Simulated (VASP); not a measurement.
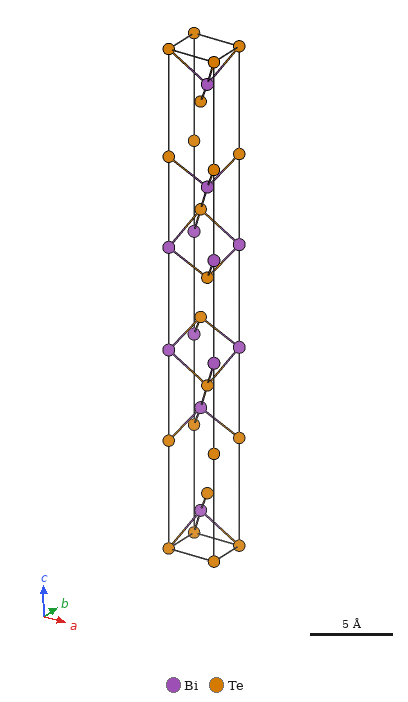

*The starting structure (ball-and-stick view of the cell 3 times as large as that of the calculation, set on its symmetry axes, seen slightly off an axis). An atom can appear more than once, as a periodic image.*

**Run report: Bi2Te3, geometry relaxation (part 1 of 3)**

System: Bi2Te3 (R-3m, 5 atoms in the cell).
Method: Kohn-Sham DFT of a periodic cell, PBE, VASP PAW PBE potentials, minimal, no spin polarisation (VASP 6.6.1).

The structure derives from an entry of the Crystallography Open Database.

OSZICAR
```
N       E                     dE             d eps       ncg     rms          rms(c)
DAV:   1     0.986265998144E+02    0.98627E+02   -0.72335E+03   468   0.775E+02
DAV:   2    -0.105134932360E+02   -0.10914E+03   -0.10709E+03   664   0.144E+02
DAV:   3    -0.183583961694E+02   -0.78449E+01   -0.77322E+01   524   0.428E+01
DAV:   4    -0.186396560329E+02   -0.28126E+00   -0.28075E+00   786   0.879E+00
DAV:   5    -0.186412888138E+02   -0.16328E-02   -0.16325E-02   610   0.691E-01    0.790E+00
RMM:   6    -0.183411907468E+02    0.30010E+00   -0.67436E-01   474   0.279E+00    0.490E+00
RMM:   7    -0.183509719773E+02   -0.97812E-02   -0.38274E-01   474   0.216E+00    0.143E+00
RMM:   8    -0.183452387274E+02    0.57332E-02   -0.34412E-02   473   0.997E-01    0.347E-01
RMM:   9    -0.183450474343E+02    0.19129E-03   -0.67516E-03   497   0.433E-01    0.117E-01
RMM:  10    -0.183451390417E+02   -0.91607E-04   -0.13948E-03   536   0.184E-01    0.549E-02
RMM:  11    -0.183451233154E+02    0.15726E-04   -0.23850E-04   507   0.758E-02    0.164E-02
RMM:  12    -0.183451247927E+02   -0.14773E-05   -0.57781E-05   562   0.327E-02    0.143E-02
RMM:  13    -0.183451228554E+02    0.19373E-05   -0.13798E-05   528   0.144E-02    0.425E-03
RMM:  14    -0.183451234301E+02   -0.57474E-06   -0.20177E-06   507   0.610E-03    0.343E-03
RMM:  15    -0.183451234080E+02    0.22150E-07   -0.41061E-07   355   0.311E-03
   1 F= -.18345123E+02 E0= -.18345123E+02  d E =-.183451E+02
       N       E                     dE             d eps       ncg     rms          rms(c)
DAV:   1    -0.183517918243E+02   -0.66684E-02   -0.21675E-01   496   0.229E+00    0.184E-01
RMM:   2    -0.183524000726E+02   -0.60825E-03   -0.90513E-03   473   0.521E-01    0.627E-02
RMM:   3    -0.183524530205E+02   -0.52948E-04   -0.10108E-03   489   0.192E-01    0.471E-02
RMM:   4    -0.183524453092E+02    0.77114E-05   -0.20765E-04   489   0.830E-02    0.194E-02
RMM:   5    -0.183524473149E+02   -0.20057E-05   -0.49113E-05   515   0.407E-02    0.104E-02
RMM:   6    -0.183524478924E+02   -0.57750E-06   -0.11630E-05   568   0.186E-02    0.827E-03
RMM:   7    -0.183524474918E+02    0.40055E-06   -0.16135E-06   455   0.655E-03    0.216E-03
RMM:   8    -0.183524475703E+02   -0.78472E-07   -0.23808E-07   314   0.264E-03
   2 F= -.18352448E+02 E0= -.18352448E+02  d E =-.732416E-02
       N       E                     dE             d eps       ncg     rms          rms(c)
DAV:   1    -0.183541902958E+02   -0.17428E-02   -0.33138E-01   468   0.283E+00    0.224E-01
RMM:   2    -0.183551128112E+02   -0.92252E-03   -0.13720E-02   474   0.642E-01    0.774E-02
RMM:   3    -0.183551921091E+02   -0.79298E-04   -0.15118E-03   488   0.237E-01    0.588E-02
RMM:   4    -0.183551823074E+02    0.98017E-05   -0.31867E-04   490   0.102E-01    0.247E-02
RMM:   5    -0.183551859666E+02   -0.36592E-05   -0.75426E-05   521   0.499E-02    0.131E-02
RMM:   6    -0.183551869163E+02   -0.94976E-06   -0.16655E-05   567   0.225E-02    0.972E-03
RMM:   7    -0.183551864798E+02    0.43656E-06   -0.25632E-06   489   0.817E-03    0.317E-03
RMM:   8    -0.183551865803E+02   -0.10056E-06   -0.36328E-07   342   0.309E-03    0.225E-03
RMM:   9    -0.183551864909E+02    0.89432E-07   -0.82657E-08   287   0.155E-03
   3 F= -.18355186E+02 E0= -.18355186E+02  d E =-.100631E-01
       N       E                     dE             d eps       ncg     rms          rms(c)
DAV:   1    -0.183586066161E+02   -0.34200E-02   -0.17822E-01   472   0.205E+00    0.216E-01
RMM:   2    -0.183591530646E+02   -0.54645E-03   -0.78062E-03   473   0.461E-01    0.754E-02
RMM:   3    -0.183591913506E+02   -0.38286E-04   -0.96905E-04   493   0.176E-01    0.776E-02
RMM:   4    -0.183591646364E+02    0.26714E-04   -0.17339E-04   476   0.774E-02    0.331E-02
RMM:   5    -0.183591638430E+02    0.79334E-06   -0.45460E-05   502   0.394E-02    0.130E-02
RMM:   6    -0.183591633794E+02    0.46366E-06   -0.11854E-05   536   0.187E-02    0.424E-03
RMM:   7    -0.183591634580E+02   -0.78606E-07   -0.23043E-06   516   0.775E-03    0.171E-03
RMM:   8    -0.183591634273E+02    0.30678E-07   -0.57839E-07   392   0.324E-03
   4 F= -.18359163E+02 E0= -.18359163E+02  d E =-.397694E-02
       N       E                     dE             d eps       ncg     rms          rms(c)
DAV:   1    -0.183627822552E+02   -0.36188E-02   -0.16014E+00   468   0.612E+00    0.637E-01
RMM:   2    -0.183677600768E+02   -0.49778E-02   -0.70782E-02   473   0.139E+00    0.223E-01
RMM:   3    -0.183681436513E+02   -0.38357E-03   -0.87721E-03   493   0.530E-01    0.234E-01
RMM:   4    -0.183679346949E+02    0.20896E-03   -0.15103E-03   474   0.231E-01    0.994E-02
RMM:   5    -0.183679350716E+02   -0.37676E-06   -0.41770E-04   501   0.120E-01    0.357E-02
RMM:   6    -0.183679339973E+02    0.10743E-05   -0.10902E-04   538   0.574E-02    0.126E-02
RMM:   7    -0.183679358479E+02   -0.18505E-05   -0.22098E-05   559   0.236E-02    0.542E-03
RMM:   8    -0.183679358903E+02   -0.42481E-07   -0.38167E-06   510   0.900E-03    0.184E-03
RMM:   9    -0.183679358424E+02    0.47988E-07   -0.87053E-07   422   0.448E-03
   5 F= -.18367936E+02 E0= -.18367936E+02  d E =-.127494E-01
       N       E                     dE             d eps       ncg     rms          rms(c)
DAV:   1    -0.183491514906E+02    0.18784E-01   -0.63657E+00   468   0.122E+01    0.123E+00
RMM:   2    -0.183699152067E+02   -0.20764E-01   -0.28915E-01   474   0.281E+00    0.440E-01
RMM:   3    -0.183717776874E+02   -0.18625E-02   -0.35975E-02   493   0.107E+00    0.474E-01
RMM:   4    -0.183710849605E+02    0.69273E-03   -0.58845E-03   473   0.464E-01    0.196E-01
RMM:   5    -0.183711002662E+02   -0.15306E-04   -0.17352E-03   505   0.244E-01    0.615E-02
RMM:   6    -0.183710977745E+02    0.24917E-05   -0.46392E-04   535   0.117E-01    0.242E-02
RMM:   7    -0.183711062841E+02   -0.85095E-05   -0.93746E-05   568   0.467E-02    0.115E-02
RMM:   8    -0.183711064992E+02   -0.21511E-06   -0.11182E-05   524   0.172E-02    0.323E-03
RMM:   9    -0.183711065143E+02   -0.15152E-07   -0.22059E-06   502   0.715E-03    0.207E-03
RMM:  10    -0.183711064928E+02    0.21540E-07   -0.22957E-07   313   0.257E-03
   6 F= -.18371106E+02 E0= -.18371106E+02  d E =-.159200E-01
       N       E                     dE             d eps       ncg     rms          rms(c)
DAV:   1    -0.183696235466E+02    0.14830E-02   -0.72181E-01   468   0.416E+00    0.428E-01
RMM:   2    -0.183720578050E+02   -0.24343E-02   -0.32530E-02   475   0.943E-01    0.171E-01
RMM:   3    -0.183722811500E+02   -0.22335E-03   -0.39774E-03   493   0.355E-01    0.179E-01
RMM:   4    -0.183722004588E+02    0.80691E-04   -0.72697E-04   474   0.157E-01    0.676E-02
RMM:   5    -0.183722050863E+02   -0.46275E-05   -0.19538E-04   511   0.789E-02    0.252E-02
RMM:   6    -0.183722009614E+02    0.41248E-05   -0.61280E-05   531   0.388E-02    0.772E-03
RMM:   7    -0.183722024956E+02   -0.15341E-05   -0.10989E-05   551   0.163E-02    0.504E-03
RMM:   8    -0.183722028062E+02   -0.31064E-06   -0.38140E-06   484   0.697E-03    0.214E-03
RMM:   9    -0.183722027346E+02    0.71596E-07   -0.51800E-07   383   0.348E-03
   7 F= -.18372203E+02 E0= -.18372203E+02  d E =-.170162E-01
       N       E                     dE             d eps       ncg     rms          rms(c)
DAV:   1    -0.183721212684E+02    0.81538E-04   -0.58180E-02   478   0.121E+00    0.102E-01
RMM:   2    -0.183722889128E+02   -0.16764E-03   -0.28345E-03   472   0.291E-01    0.407E-02
RMM:   3    -0.183723058109E+02   -0.16898E-04   -0.32588E-04   488   0.108E-01    0.283E-02
RMM:   4    -0.183723080187E+02   -0.22078E-05   -0.64046E-05   497   0.452E-02    0.107E-02
RMM:   5    -0.183723102315E+02   -0.22128E-05   -0.15523E-05   525   0.222E-02    0.458E-03
RMM:   6    -0.183723107463E+02   -0.51475E-06   -0.25947E-06   511   0.972E-03    0.264E-03
RMM:   7    -0.183723109084E+02   -0.16215E-06   -0.53998E-07   365   0.415E-03    0.184E-03
RMM:   8    -0.183723110059E+02   -0.97478E-07   -0.75075E-08   282   0.165E-03
   8 F= -.18372311E+02 E0= -.18372311E+02  d E =-.108271E-03
       N       E                     dE             d eps       ncg     rms          rms(c)
DAV:   1    -0.183724106446E+02   -0.99736E-04   -0.10280E-02   494   0.508E-01    0.423E-02
RMM:   2    -0.183724381088E+02   -0.27464E-04   -0.49706E-04   472   0.122E-01    0.171E-02
RMM:   3    -0.183724396917E+02   -0.15829E-05   -0.55689E-05   482   0.451E-02    0.119E-02
RMM:   4    -0.183724388561E+02    0.83559E-06   -0.11678E-05   497   0.191E-02    0.462E-03
RMM:   5    -0.183724386995E+02    0.15663E-06   -0.26306E-06   512   0.929E-03    0.191E-03
RMM:   6    -0.183724386295E+02    0.69952E-07   -0.41968E-07   354   0.407E-03
   9 F= -.18372439E+02 E0= -.18372439E+02  d E =-.235895E-03
```

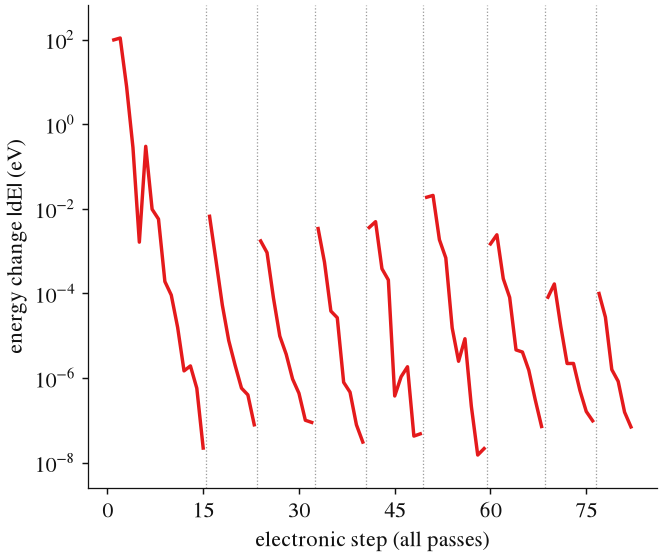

*Convergence of the self-consistent field: energy change |dE| against the electronic step. Each stretch between dotted lines is the SCF of one geometry step of a relaxation.*

The 9 ionic steps take 6 to 15 electronic steps each. The density is held fixed in the first few steps, and dE rises again when its update begins.

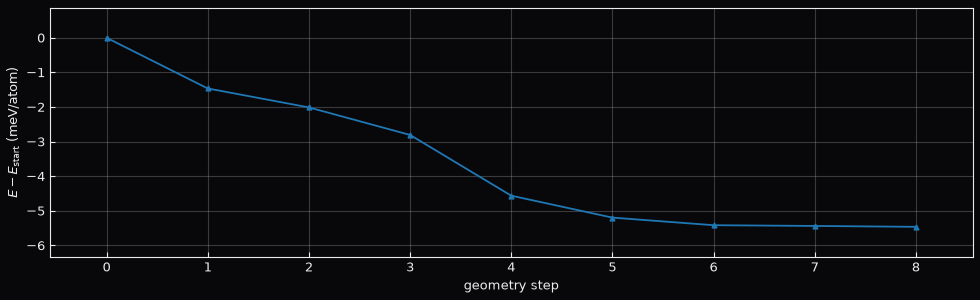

*Progress of the relaxation, step by step (steps are counted from 0).*

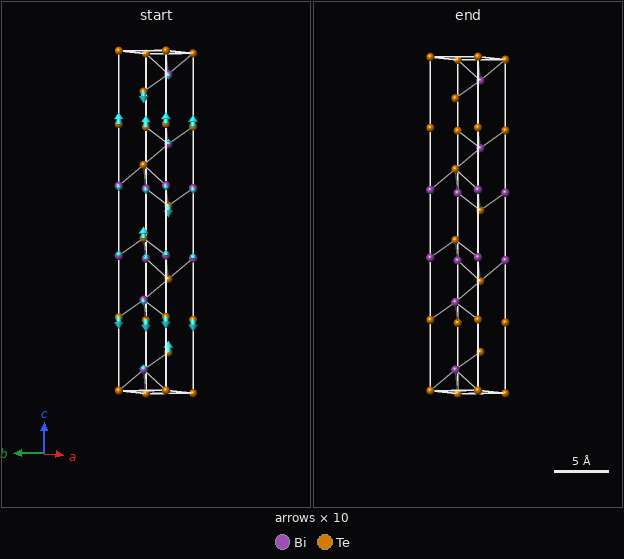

*Before (left) and after (right) the relaxation, at one scale (ball-and-stick view of the cell 3 times as large as that of the calculation, set on its symmetry axes, seen at an oblique angle). The teal arrows give the displacements (without the part carried along by the change of the cell), magnified 10 times.*

The largest moves relative to the cell, 0.11 Å, are those of Te4 and Te5. By element the largest moves are Te 0.11 Å, Bi 0.05 Å. The drawn cell changes at constant volume: a = b 4.386 → 4.427 Å (+0.9 %), c 31.572 → 30.991 Å (−1.8 %). Among the contacts that change: Bi1–Te5 3.049 → 3.084 Å, Bi1–Te3 3.236 → 3.263 Å. The space group stays R-3m (No. 166). The energy falls by 5.5 meV per atom in 8 geometry steps. The largest force component goes from 0.3 to 0.003 eV/Å. (Atoms are counted from 1 in the order of the input.)

Parts of OUTCAR
```
SYSTEM = Bi2Te3
   EDIFF = 1E-7
   EDIFFG = -0.01
   ENCUT = 300
   GGA = PE
   IBRION = 2
   ISIF = 4
   ISMEAR = 0
   LASPH = .TRUE.
   LREAL = .FALSE.
   NELM = 80
   NSW = 40
   PREC = Accurate

 ion  position               nearest neighbor table
   1  0.397  0.397  0.397-   5 3.05   5 3.05   5 3.05   3 3.24   3 3.24   3 3.24
   2  0.603  0.603  0.603-   4 3.05   4 3.05   4 3.05   3 3.24   3 3.24   3 3.24
   3  0.000  0.000  0.000-   2 3.24   1 3.24   2 3.24   2 3.24   1 3.24   1 3.24
   4  0.216  0.216  0.216-   2 3.05   2 3.05   2 3.05
   5  0.784  0.784  0.784-   1 3.05   1 3.05   1 3.05

  LATTYP: Found a trigonal (rhomboedric) cell.
 ALAT       =    10.8242918811
 COS(alpha) =     0.9179130492

  Lattice vectors:

 A1 = (   2.1929137898,   1.2660793668,  10.5239473048)
 A2 = (  -2.1929137898,   1.2660793668,  10.5239473048)
 A3 = (   0.0000000000,  -2.5321587337,  10.5239473048)

Analysis of symmetry for initial positions (statically):
=====================================================================
 Subroutine PRICEL returns:
 Original cell was already a primitive cell.

 Routine SETGRP: Setting up the symmetry group for a
 trigonal (rhombohedral) supercell.

 Subroutine GETGRP returns: Found 12 space group operations
 (whereof 12 operations were pure point group operations)
 out of a pool of 12 trial point group operations.

The static configuration has the point symmetry D_3d.

Analysis of symmetry for dynamics (positions and initial velocities):
=====================================================================
 Subroutine PRICEL returns:
 Original cell was already a primitive cell.

 Routine SETGRP: Setting up the symmetry group for a
 trigonal (rhombohedral) supercell.

 Subroutine GETGRP returns: Found 12 space group operations
 (whereof 12 operations were pure point group operations)
 out of a pool of 12 trial point group operations.

The dynamic configuration has the point symmetry D_3d.

 Subroutine INISYM returns: Found 12 space group operations
 (whereof 12 operations are pure point group operations),
 and found     1 'primitive' translations

----------------------------------------------------------------------------------------

                                     Primitive cell

  volume of cell :     175.3123

  direct lattice vectors                    reciprocal lattice vectors
     2.192913790  1.266079367 10.523947305     0.228007139  0.131639983  0.031673793
    -2.192913790  1.266079367 10.523947305    -0.228007139  0.131639983  0.031673793
     0.000000000 -2.532158734 10.523947305     0.000000000 -0.263279967  0.031673793

  length of vectors
    10.824291881 10.824291881 10.824291881     0.265178374  0.265178374  0.265178374

  position of ions in fractional coordinates (direct lattice)
     0.397150934  0.397150934  0.397150934
     0.602849066  0.602849066  0.602849066
     0.000000000  0.000000000  0.000000000
     0.215728213  0.215728213  0.215728213
     0.784271787  0.784271787  0.784271787

  ion indices of the primitive-cell ions
   primitive index   ion index
                 1           1
                 2           2
                 3           3
                 4           4
                 5           5

----------------------------------------------------------------------------------------

 KPOINTS: k-points

Automatic generation of k-mesh.
 Grid dimensions read from file:
 generate k-points for:    4    4    4

 Generating k-lattice:

  Cartesian coordinates                     Fractional coordinates (reciprocal lattice)
     0.057001785  0.032909996  0.007918448     0.250000000  0.000000000  0.000000000
    -0.057001785  0.032909996  0.007918448     0.000000000  0.250000000  0.000000000
     0.000000000 -0.065819992  0.007918448    -0.000000000 -0.000000000  0.250000000

  Length of vectors
     0.066294593  0.066294593  0.066294593

  Shift w.r.t. Gamma in fractional coordinates (k-lattice)
     0.000000000  0.000000000  0.000000000

 Subroutine IBZKPT returns following result:
 ===========================================

 Found     13 irreducible k-points:

 Following reciprocal coordinates:
            Coordinates               Weight
  0.000000  0.000000  0.000000      1.000000
  0.250000  0.000000  0.000000      6.000000
  0.500000  0.000000  0.000000      3.000000
  0.250000  0.250000  0.000000      6.000000
  0.500000  0.250000 -0.000000     12.000000
 -0.250000  0.250000  0.000000      6.000000
  0.500000  0.500000  0.000000      3.000000
  0.250000  0.250000  0.250000      2.000000
  0.500000  0.250000  0.250000      6.000000
 -0.250000  0.250000  0.250000      6.000000
  0.500000  0.500000  0.250000      6.000000
 -0.250000  0.500000  0.250000      6.000000
  0.500000  0.500000  0.500000      1.000000
```
